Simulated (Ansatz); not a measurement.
# Calculations on F₃₃Li₃₁

### Relaxation

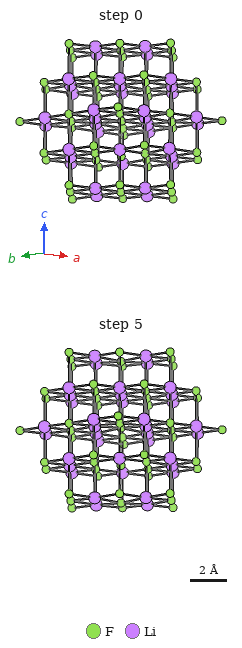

The structure of a defect cell of composition F33Li31 (cell charge +1) before (top) and after (bottom) a relaxation, at one scale.

A ball-and-stick model of the atoms within 5.8 Å of the atom that moves most (axes of the cell of the calculation), seen from a free direction.

Method: Ansatz, DFT, PBEsol, PAW, plane waves. (plane-wave cutoff 420 eV; k-point mesh 1 × 1 × 1; mesh shifted by (0.25, 0.25, 0.25); collinear spin; atoms relaxed in a fixed cell; force threshold 0.03 eV/Å; at most 80 steps)

> Describe what moved and what it gained.

Over 5 geometry steps the energy falls by 0.528 eV per cell of the calculation. Largest force component: 1.2 eV/Å at the start, 0.018 eV/Å at the end. An F atom moves most: 0.13 Å roughly along [−1 0 3]. By element the largest moves are F 0.13 Å, Li 0.07 Å. The lattice vectors keep their values. Among the contacts that change: F–Li 2.028 → 1.883 Å, F–Li 2.017 → 1.919 Å, F–Li 1.971 → 1.881 Å, F–Li 2.085 → 1.995 Å. Among the angles between lasting bonds that change: Li–F–Li 86.6° → 92.8°, F–Li–F 92.2° → 86.3°, F–Li–F 92.7° → 87.3°. The program noted that the starting moments weren't kept.

Limits of the set-up: the periodic images lie only 8.0 Å apart, so the values are limited by the cell's size; the cell is charged, on a uniform background, and energies carry no finite-size correction.

### Relaxation

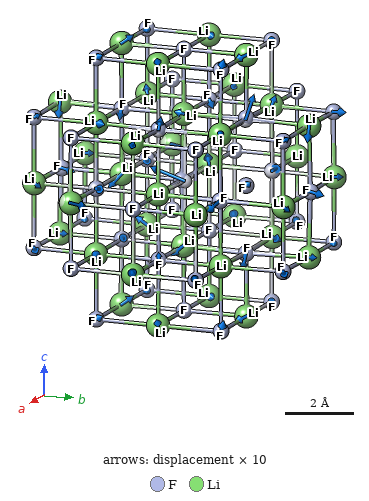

A relaxation of a defect cell of composition F$_{33}$Li$_{31}$ (cell charge +3). The starting structure is drawn faded, the final one solid; blue arrows show the displacements, 10 times their true length.

A ball-and-stick model of the atoms within 5.0 Å of the atom that moves most (axes of the cell of the calculation), seen slightly off an axis.

Level of theory: DFT, PBEsol, PAW, plane waves in Ansatz 0.2.0. Settings: plane-wave cutoff 420 eV; k-point mesh 1 × 1 × 1; mesh shifted by (0.25, 0.25, 0.25); collinear spin; atoms relaxed in a fixed cell; force threshold 0.03 eV/Å; at most 80 steps.

> Describe the change and its energy.

An F atom moves most: 0.12 Å along [0 −3 1]. By element the largest moves are F 0.12 Å, Li 0.07 Å. The cell doesn't change. Some distances before and after: F–Li 2.028 → 1.932 Å, F–Li 2.085 → 2.004 Å, F–Li 2.003 → 1.929 Å, F–Li 1.940 → 2.009 Å. Bond angles that change, for instance: F–Li–F 88.2° → 93.3°, Li–F–Li 86.6° → 91.8°, F–Li–F 92.1° → 87.6°. Over 3 geometry steps the energy falls by 0.337 eV per cell of the calculation. Largest force component: 1 eV/Å at the start, 0.019 eV/Å at the end. The run took 2.9 s on 1 × NVIDIA GB200 with 8 threads of Arm Neoverse-V2, peak memory 1.6 GiB.

Limits of the set-up: the periodic images lie only 8.0 Å apart, so the values are limited by the cell's size; the cell is charged, on a uniform background, and energies carry no finite-size correction.

### Defect

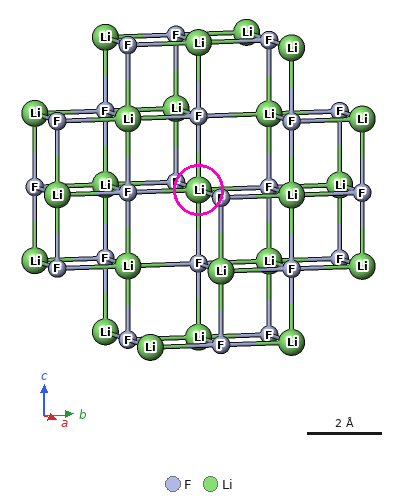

Perfect LiF. Style: ball-and-stick. Shown: the atoms within 5.4 Å of one point, in a slice 4.2 Å thick across the line of sight, slightly off an axis.

All numbers below come from DFT, PBEsol, PAW, plane waves in Ansatz 0.2.0. Settings: plane-wave cutoff 420 eV; k-point mesh 1 × 1 × 1; mesh shifted by (0.25, 0.25, 0.25); collinear spin. Fermi-Dirac smearing of 0.01 eV. A uniform background neutralises the charged cell. The axes drawn are those of the host's conventional cell.

A lithium atom is replaced by fluorine at the ringed place, in charge state +1. The supercell has 64 sites, and the atoms are relaxed at the host's cell.

Question: How do the neighbours respond?

Answer: In the host the Li atom has 6 F at 2.00 Å; the F atom ends with 6 F at 2.09 to 2.13 Å. Of the host's atoms, a fluorine atom moves furthest from its site, by 0.12 Å. The cell's net moment is 1.00 μB.

The relaxed defect, seen from the same direction:

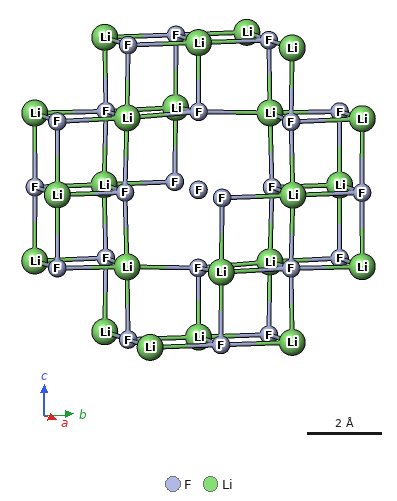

Limits of the set-up: the periodic images lie only 8.0 Å apart, so the values are limited by the cell's size; the cell is charged, on a uniform background, and energies carry no finite-size correction.

### Defect

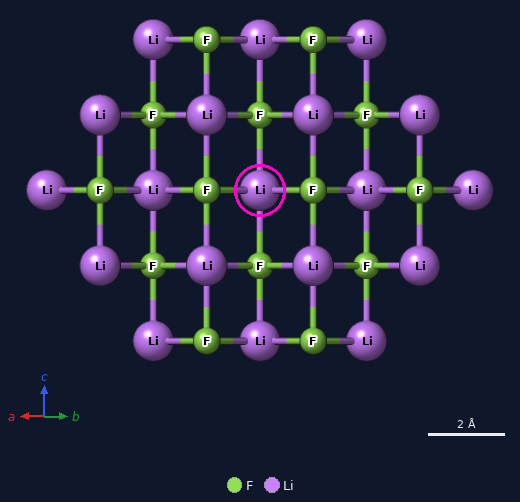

Perfect LiF. The picture is a ball-and-stick view of the atoms within 6.0 Å of one point, in a slice 4.2 Å thick across the line of sight, seen along [110].

All numbers below come from DFT, PBEsol, PAW, plane waves (Ansatz). (plane-wave cutoff 420 eV; k-point mesh 1 × 1 × 1; mesh shifted by (0.25, 0.25, 0.25); collinear spin) Fermi-Dirac smearing of 0.01 eV. A uniform background neutralises the charged cell. The axes drawn are those of the host's conventional cell.

A lithium atom is replaced by fluorine at the ringed place, in charge state +3. The supercell has 64 sites, and the atoms are relaxed at the host's cell.

Q: How do the neighbours respond?

A: In the host the Li atom has 6 F at 2.00 Å; the F atom ends with 6 F at 2.07 to 2.08 Å. Of the host's atoms, a fluorine atom moves furthest from its site, by 0.08 Å. The cell's net moment is 1.00 μB.

The relaxed defect, seen from the same direction:

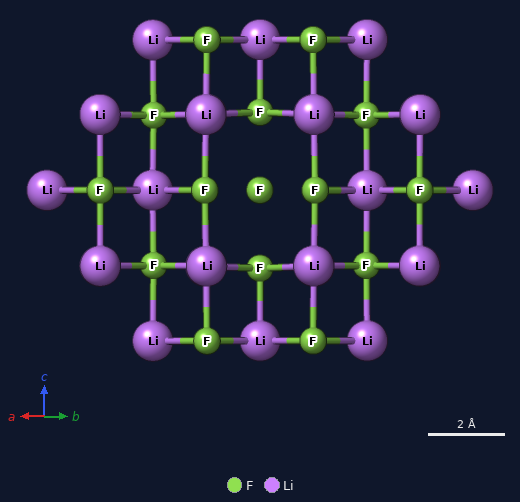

Limits of the set-up: the periodic images lie only 8.0 Å apart, so the values are limited by the cell's size; the cell is charged, on a uniform background, and energies carry no finite-size correction.
